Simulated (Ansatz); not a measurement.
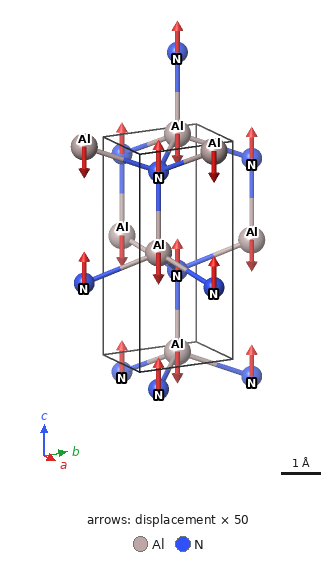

This is a relaxation of crystalline AlN (a generated structure, set up in P6_3mc) (coarse preliminary run). The starting structure is drawn; red arrows show the displacements (the part carried along by the change of the cell is left out), magnified 50 times.

A ball-and-stick model of the cell of the calculation, seen slightly off an axis.

Case: As → N on all its sites, cell and atoms relaxed.

Theory: Ansatz 0.2.0, DFT PBE, scalar-relativistic, plane waves, PAW. (plane-wave cutoff 420 eV; k-point mesh 6 × 6 × 4; occupations gaussian; smearing width 0.1 eV; no spin polarisation; cell and atoms relaxed; force threshold 0.05 eV/Å; at most 60 steps)

Q: What did the optimiser do to the structure, and how much energy did it gain?

A: The energy falls by 648 meV per atom in 5 accepted moves (6 points after the start). Largest force component: 0.17 eV/Å at the start, 0.012 eV/Å at the end. The pressure goes from −33.41 to −0.43 GPa. At 1 point the geometry stayed and the basis and grid were re-selected for the new cell (energy shift of 2.4 meV per atom at most each time). The largest moves relative to the cell, 0.017 Å, are those of Al and N atoms. By element the largest moves are N 0.017 Å, Al 0.017 Å. The drawn cell changes as follows: a = b 3.497 → 3.132 Å (−10.4 %), c 5.746 → 5.023 Å (−12.6 %); the volume changes by −29.9 %. Some distances before and after: Al–N 2.144 → 1.904 Å. The space group stays P6_3mc (No. 186).
